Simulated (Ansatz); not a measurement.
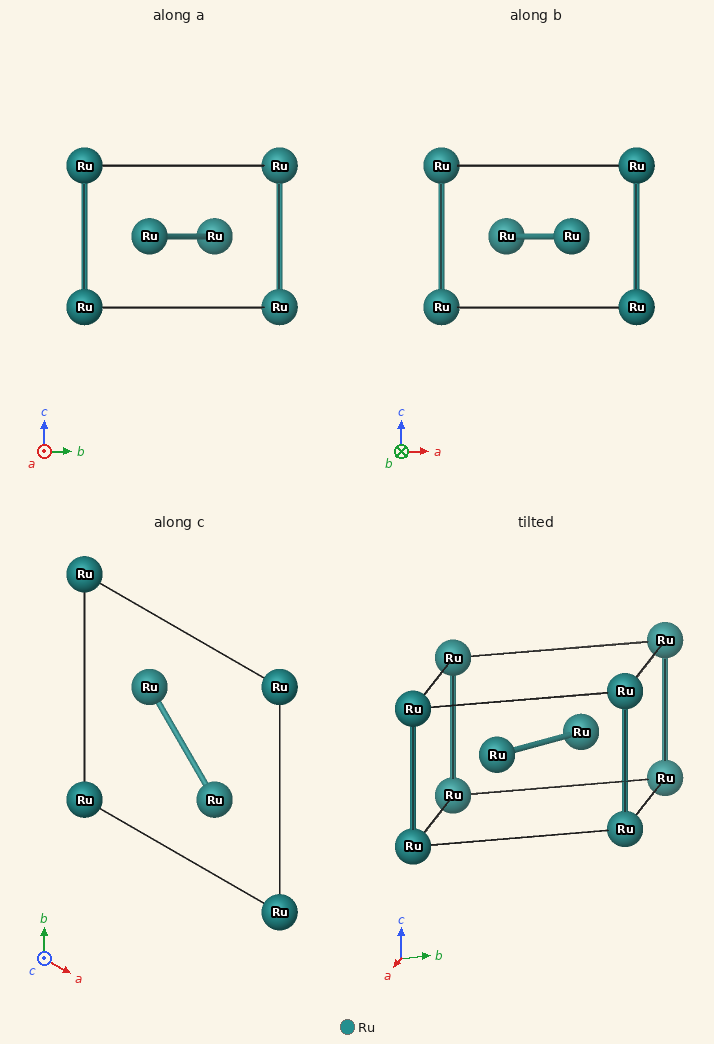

Shown here is a ball-and-stick view of the crystal, taken along the a axis, along the b axis, along the c axis and slightly off an axis. Atoms at the boundary of the conventional unit cell (the box) are drawn once for each face, edge or corner they touch.

Lattice parameters: a = 4.1518 Å, b = 4.1518 Å, c = 2.6085 Å, α = 90.000°, β = 90.000°, γ = 120.000°.

> Give the structure in the form of a CIF in P1 with every atom of the cell.

```cif
data_structure
_symmetry_space_group_name_H-M 'P 1'
_symmetry_Int_Tables_number 1
_cell_length_a 4.1518
_cell_length_b 4.1518
_cell_length_c 2.6085
_cell_angle_alpha 90.000
_cell_angle_beta 90.000
_cell_angle_gamma 120.000
_cell_volume 38.94
loop_
_atom_site_label
_atom_site_type_symbol
_atom_site_fract_x
_atom_site_fract_y
_atom_site_fract_z
_atom_site_occupancy
Ru1 Ru 0.0000 0.0000 0.0000 1
Ru2 Ru 0.3333 0.6667 0.5000 1
Ru3 Ru 0.6667 0.3333 0.5000 1
```

The structure was taken from a structure type filled with this element by a generator (whether the element takes this form wasn't checked). Earlier steps of the study may have refined or changed the cell and positions. It was run through Ansatz as a DFT input.

At this level of theory the cell isn't at rest (compressed, at 30 GPa), so its distances can differ from those at equilibrium, the more so the softer the solid.
